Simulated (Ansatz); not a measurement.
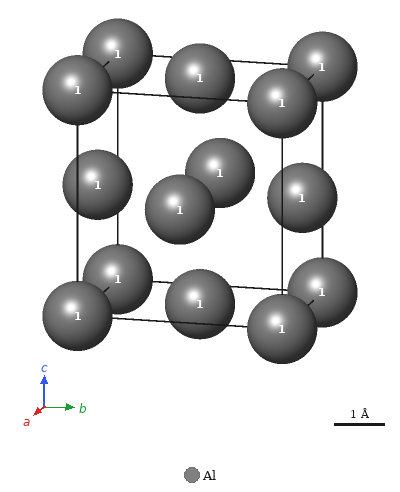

**Figure 1.** The input geometry (spheres-only view of the cell 4 times as large as that of the calculation, set on its symmetry axes, seen slightly off an axis; atoms are numbered from 1 in the order of the input). An atom can appear more than once, as a periodic image.

## Single-point calculation, with input and output: Al

- system: Al (1 atom in the cell)
- method: DFT r2SCAN, scalar-relativistic, plane waves, PAW, no spin polarisation (Ansatz 0.2.0)

The structure derives from a Materials Project entry. It belongs to a series of runs on one base structure; here: strain +0.0937 x Voigt [0, 0, 0, 0, 0, 1], atoms carried along. Figures and captions count atoms from 1; the log counts them from 0 in places.

**Input file**
```yaml
crystal:
  lattice:
    - [-1.5196724078, 1.5196724078, 1.5943685756]
    - [1.5196724078, -1.5196724078, 1.5943685756]
    - [1.6690647434, 1.6690647434, -1.5943685756]
  atoms:
    - { symbol: Al, position: [0.0, 0.0, 0.0] }
basis:
  ecutwfc: 500
kpoints:
  mp_grid: { grid: [26, 26, 26] }
hamiltonian:
  xc: r2scan
scf:
  occupations: { method: gaussian, width: 0.15 }
output:
  forces: true
  stress: true
  eigenvalues: true
  write_density: true
  write_potential: true
  elf: true
  volumetric_format: npy
```

Hardware: 1 thread of Arm Neoverse V1, 24 GiB of memory available, shared host.

Run as:
```bash
ansatz run input.yaml --threads 1 --pin off --max-ram 2560MiB --backend cpu --events-out ev --progress --plain --runs-dir out
```

**What the program printed**
```
Engine: ansatz 0.2.0, aarch64-unknown-linux-gnu
Pseudopotentials: kind: paw
Pseudopotential: Al, paw, valence charge 3, recommended cutoff 500 eV (meta_gga), Al.paw.azcp
Functional definition: r2SCAN
  parameter k0 = 0.174
  parameter k1 = 0.065
  parameter a1 = 4.9479
  exchange = r2scan_x(k0 = k0, k1 = k1, a1 = a1)
  correlation = r2scan_c
Crystal: 1 atoms, lattice volume = 16.176 Å³
Basis set: ecut = 500 eV, 399 PW (Γ), exchange–correlation on 80×80×96 points (64 copies of the dense FFT grid, shifted against one another)
Bands: 6, of which v1, the nominal top of the filled ones, is band 2 counted from 1 (1 counted from 0)
Symmetry: 8 space group operations
Space group: Fmmm (ITA 69), of the structure as read, at distance tolerance 2.5e-5 Å
k-points: 2471 of 17576
Non-local potential: Al, projectors of the file, l = 0: 2, l = 1: 2, l = 2: 1
PAW form: soft (Blöchl's): semilocal exchange-correlation on the pseudo side does not see the compensation charge
PAW frozen core: Al, regenerated for the run's functional (the file was generated under x = pbe(κ = 0.804, μ = 0.2195149727645171), c = pbe(β = 0.06672455060314922))
PAW one-centre angular grid: Al, 302 points (default); XC on 160 Gauss nodes
Initial density: superposition of atomic densities (neutral atoms: chi_scale 0, normalization atom), corrected by the library's trained network
Initial wavefunctions: pseudopotential atomic-orbital guess
Functional: x = r2scan, c = r2scan; τ floored in thin density (d = 2e-4 eV/Å³)
SCF iter   1: F=—  HF=-540.268592 eV  |F-HF|=—  |Δ(HF+E_count)|=         —  Δρ=4.01e-3  dr2=2.92e-3  dr2_τ=4.38e-3  ethr=1.77e-3  ⟨swp⟩=4.5  Hψ=129850  notcnv=0
preconditioner: auto → none  [metal: Δε(μ)=0.005 eV  Ē_g=14.334 eV  σ=0.150 eV  W_gap=0.02  n_scr=0 (ndim 8)  ℏωp=16.0 eV  f_vac=0.000  D(μ)=0.38/eV (n_scr^D=0)]
SCF iter   2: F=—  HF=-540.275272 eV  |F-HF|=—  |Δ(HF+E_count)|=   6.68e-3  Δρ=2.75e-3  dr2=1.35e-3  dr2_τ=2.83e-6  ethr=9.73e-5  ⟨swp⟩=2.1  Hψ=38513  notcnv=0  defer=46
SCF iter   3: F=—  HF=-540.275058 eV  |F-HF|=—  |Δ(HF+E_count)|=   2.14e-4  Δρ=1.48e-3  dr2=3.77e-4  dr2_τ=4.87e-7  ethr=4.51e-5  ⟨swp⟩=1.0  Hψ=13859  notcnv=0  defer=46
SCF iter   4: F=—  HF=-540.275006 eV  |F-HF|=—  |Δ(HF+E_count)|=   5.23e-5  Δρ=5.54e-4  dr2=5.22e-5  dr2_τ=4.18e-8  ethr=1.26e-5  ⟨swp⟩=1.0  Hψ=13859  notcnv=0  defer=46
SCF iter   5: F=—  HF=-540.274999 eV  |F-HF|=—  |Δ(HF+E_count)|=   6.24e-6  Δρ=1.14e-4  dr2=2.16e-6  dr2_τ=1.51e-9  ethr=1.74e-6  ⟨swp⟩=1.0  Hψ=13859  notcnv=0  defer=46
SCF iter   6: F=-540.274999 eV  HF=-540.274999 eV  |F-HF|=2.24e-9  |Δ(HF+E_count)|=   1.89e-7  Δρ=1.44e-5  dr2=3.37e-8  dr2_τ=2.91e-11  ethr=3.33e-9  ⟨swp⟩=6.5  Hψ=65698  notcnv=0
SCF 1 converged in 6 iterations: F = -540.274999 eV  dr2 = 3.37e-8
  greatest PAW one-centre occupation: 0.451 electrons in one spin orbital (limit 2), on the Al atom at site 0 (counted from 0), in its partial waves of l = 0
```

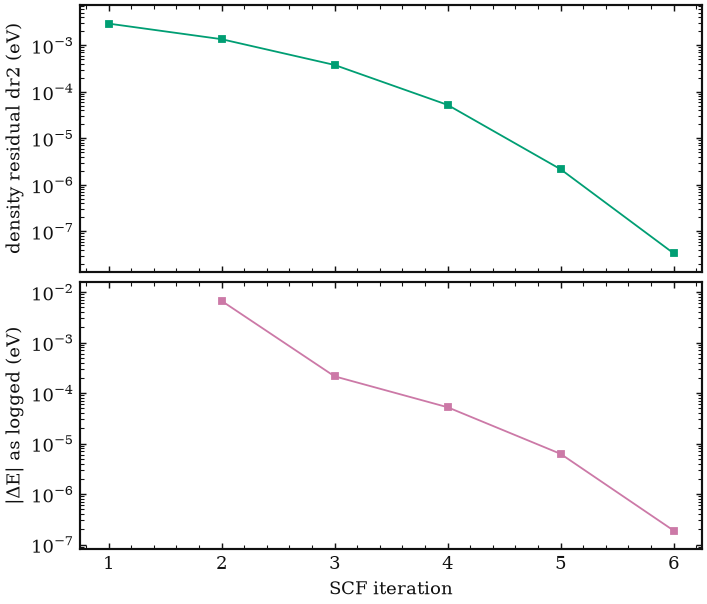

**Figure 2.** Convergence of the self-consistent field: density residual dr2 and size of the energy change against the SCF iteration. The residual falls at every step.

```
SCF converged after 6 iterations
Free energy (F): -540.274999 eV
Harris-Foulkes:  -540.274999 eV  (|F-HF|=2.24e-9)
Internal energy: -540.270782 eV  (E = F + TS)
E sigma→0 (E₀):  -540.272891 eV
Entropy (-TS):   -0.004217 eV (-4.217 meV/atom)
Fermi energy:    8.191964 eV
--- Per-component energies (eV) ---
  E_band       = 10.279333
  E_kinetic    = 23.248917
  E_local      = 10.510555  (includes V_loc(G=0)·N_el)
  E_nonlocal   = 9.781085
  E_hartree    = 0.099244
  E_xc         = -36.799777
  E_vxc        = -31.290934  (∫ρ·V_xc dr)
  E_paw        = -473.110010  (= ΣΔE_a)
  E_vpaw       = -3.415649  (= ΣTr[D̂ρ^β])
  E_aug_tail   = -0.000001  (compensation charges beyond the density's cutoff)
  E_vtau       = 1.246863  (kinetic-family band-sum trace: ∫τ·v_τ [+ j·A + Jᵃ·Aᵃ] dr)
  E_ewald      = -73.940688
  E_core_change = -0.060108  (= ΣΔE_core)
  E_smearing   = -0.004217  (= −TS)
  E_closure    = 0.000000  (closes the sum)
  Σ components = -540.274999   (vs F -540.274999, Δ=0.00e0)
--- Forces (eV/Å), atoms counted from 1 ---
  atom   1  Al     0.00000000    -0.00000000     0.00000000
  max |Σ_I F_I| component: 6.74e-34 eV/Å
--- Stress (GPa, compression-positive) ---
        1.032197      -5.308515      -0.000000
       -5.308515       1.032197       0.000000
       -0.000000       0.000000       0.963647
  P = ⅓ Tr σ = 1.0093 GPa (10.093 kbar)
--- Band table (eV; the first three rows and the last of 2471) ---
  k-point 0: bands = ["-3.8097", "21.3385", "21.6309", "22.6004", "23.0578", "24.4867"]
  k-point 1: bands = ["-3.7679", "20.2388", "21.4870", "22.6866", "23.4909", "24.5235"]
  k-point 2: bands = ["-3.6426", "18.6216", "21.1083", "22.0410", "23.7710", "24.3295"]
  k-point 2470: bands = ["9.8429", "10.2001", "10.7869", "11.1110", "11.2249", "14.9657"]
```

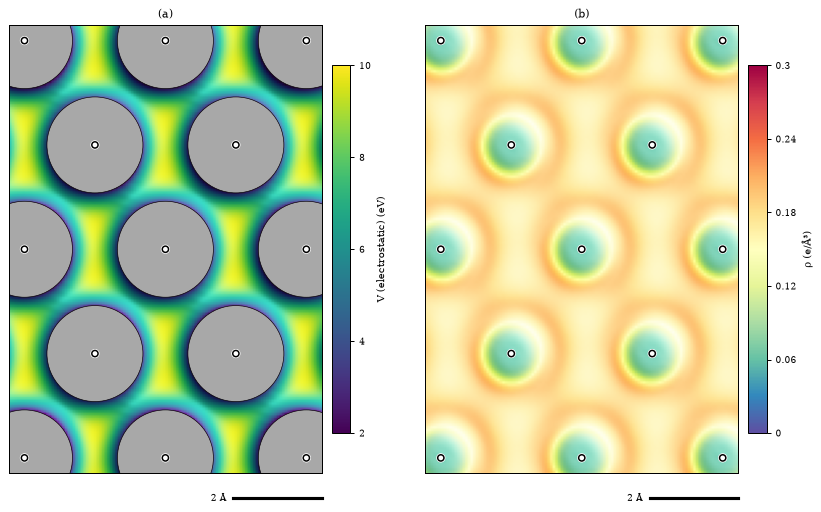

**Figure 3.** (a) electrostatic potential energy of an electron; (b) valence charge density (pseudo) on the (010) plane of the conventional cell. Circles mark the nuclei in the plane (Al). Grey discs, where drawn, cover atomic cores. The section cuts through Al sites. Al–Al (2.85 Å): the density is about 0.19 e/Å³ at the midpoint. Away from the nuclei the density in this plane falls to 0.16 e/Å³ at its lowest. Outside the cores the potential energy rises away from the atoms and is highest about 1.7 Å from the nearest atoms; outside the discs it spans about 7 eV, and its zero is arbitrary. Core electrons are frozen (PAW), so the fields are smoothed inside the atomic spheres.

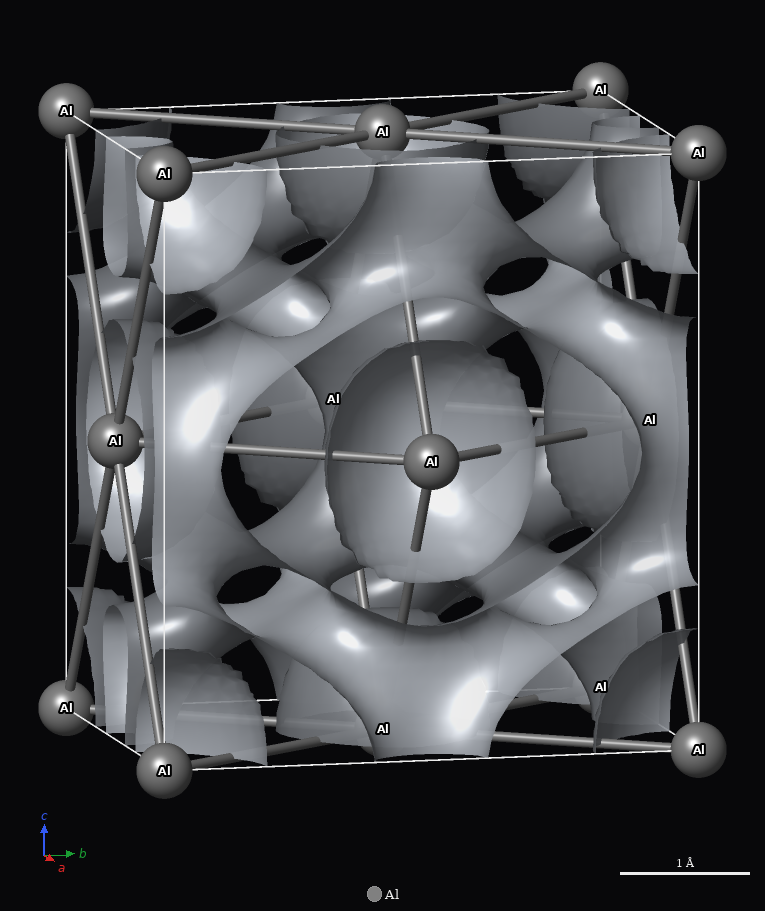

**Figure 4.** Isosurface of the ELF at 0.5 (grey), seen slightly off an axis. Only the valence region is drawn (cores and ρ < 0.01 e/Å³ removed). Sticks mark near contacts. The outline is the cell set on symmetry axes. The ELF exceeds this value in one network that runs through the whole crystal, counted in one cell of 4 atoms. Along the contacts the grid gives the following. Al–Al (2.68 Å): the ELF peaks at about 0.70 between the atoms.

**Summary**

- outcome: converged
- space group (tolerance 0.01 Å): Fmmm (69)
- electrons treated: 3
- free energy: −540.2750 eV
- Fermi energy: 8.192 eV
- gap on the k-point mesh: none (metallic)
- pressure: 1.01 GPa
- largest force (length of the vector): under 0.001 eV/Å
- wall time: 46 s
- peak memory: 0.68 GiB
